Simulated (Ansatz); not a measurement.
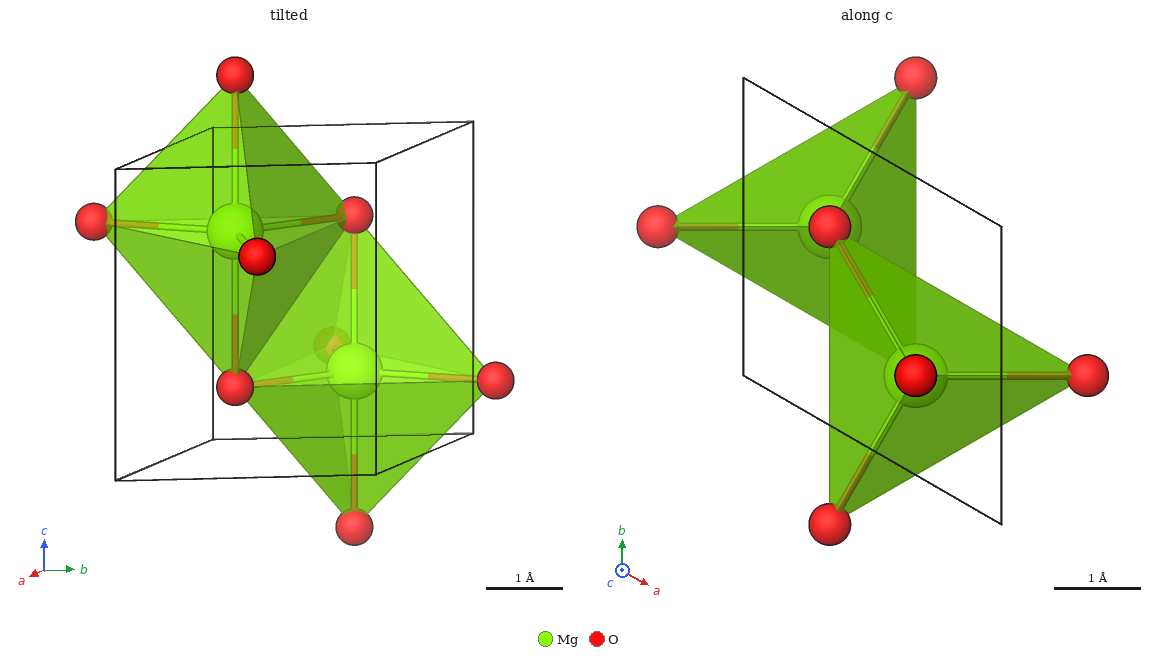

Drawn in the polyhedral manner and seen slightly off an axis and along the c axis. The edges of the simulation cell are marked. A few atoms beyond the faces are included.

Input used:
```yaml
crystal:
  lattice:
    - [3.4840796111, 0.0, 0.0]
    - [-1.7420398056, 3.017301452, 0.0]
    - [0.0, 0.0, 4.1853171324]
  atoms:
    - { symbol: Mg, position: [0.6666666667, 0.3333333333, 0.75] }
    - { symbol: Mg, position: [0.3333333333, 0.6666666667, 0.25] }
    - { symbol: O, position: [0.6666666667, 0.3333333333, 0.25] }
    - { symbol: O, position: [0.3333333333, 0.6666666667, 0.75] }
kpoints:
  mp_grid: { grid: [6, 6, 4] }
hamiltonian:
  xc: pbe
scf:
  occupations: { method: fixed }
gw:
  n_empty_bands: 165
  ecut_chi: 140
  qp_bands: [v2, c2]
  qp_kpoints: band_edges
  screening: { model: contour_deformation }
```
Run as:
```sh
ansatz run input.yaml --threads 2 --pin off --max-ram 3686MiB --backend cpu --events-out ev --progress --plain --runs-dir out
```

All computed values are from Ansatz 0.2.0, G0W0 on PBE, plane waves, PAW. Settings: a cutoff energy of 420 eV, a 6×6×4 mesh of k-points, no spin polarisation.

Question: What is the band gap, if any?

Answer: An insulator at this level, with a gap of 3.45 eV, direct.

It goes back to a structure listed in the Materials Project. Earlier steps of the study may have refined or changed the cell and positions. A calculation with Ansatz used it as input.
